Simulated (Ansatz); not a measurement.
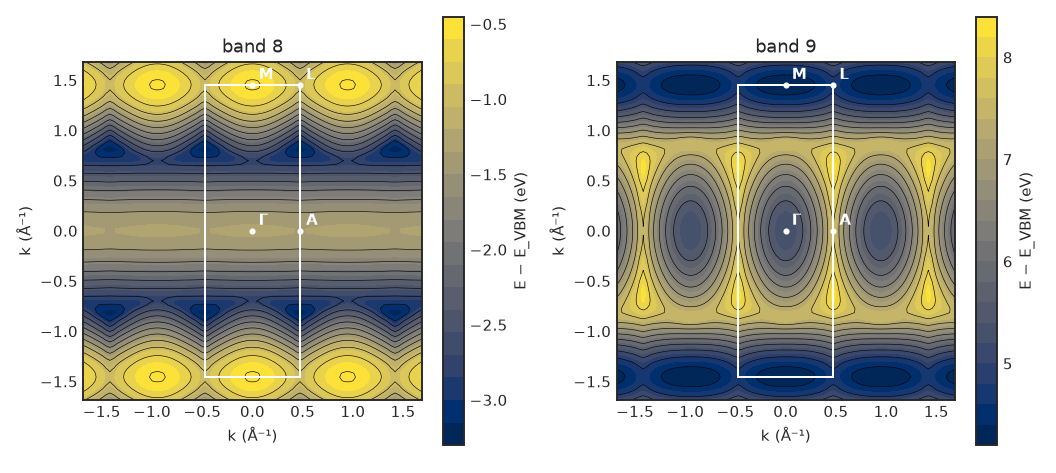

Two bands of BN in space group P6_3/mmc over the plane through Γ, A and M: the highest mostly filled and the lowest mostly empty one.

Computed with DFT PBE, scalar-relativistic, plane waves, PAW; levels and slopes on a dense k mesh at the converged density in Ansatz 0.2.0. No spin polarisation. Mesh 36×36×12, interpolated with the band slopes. Cell and positions as given, without relaxation (residual pressure 5 GPa).

### Give both levels and their distance at the named points.

```json
{"point": "Γ", "lower band (eV)": "−1.33", "upper band (eV)": "5.22", "distance (eV)": "6.55"}
{"point": "A", "lower band (eV)": "−1.35", "upper band (eV)": "7.60", "distance (eV)": "8.95"}
{"point": "M", "lower band (eV)": "−0.48", "upper band (eV)": "4.25", "distance (eV)": "4.73"}
{"point": "L", "lower band (eV)": "−0.97", "upper band (eV)": "4.71", "distance (eV)": "5.68"}
```

### Where are the band edges of the whole zone?

The valence band has six equivalent maxima on the K–Γ line, principal masses 0.55, 3.07 and 6.69 mₑ; the conduction band has three equivalent minima at M, principal masses 0.26, 2.33 and 3.06 mₑ. The gap is indirect, 4.25 eV at this level of theory (semilocal functionals give gaps that are too small, and can reorder valleys that lie close). Another valley lies within 0.05 eV of an edge, so the kind of gap can change with the cell or the functional.
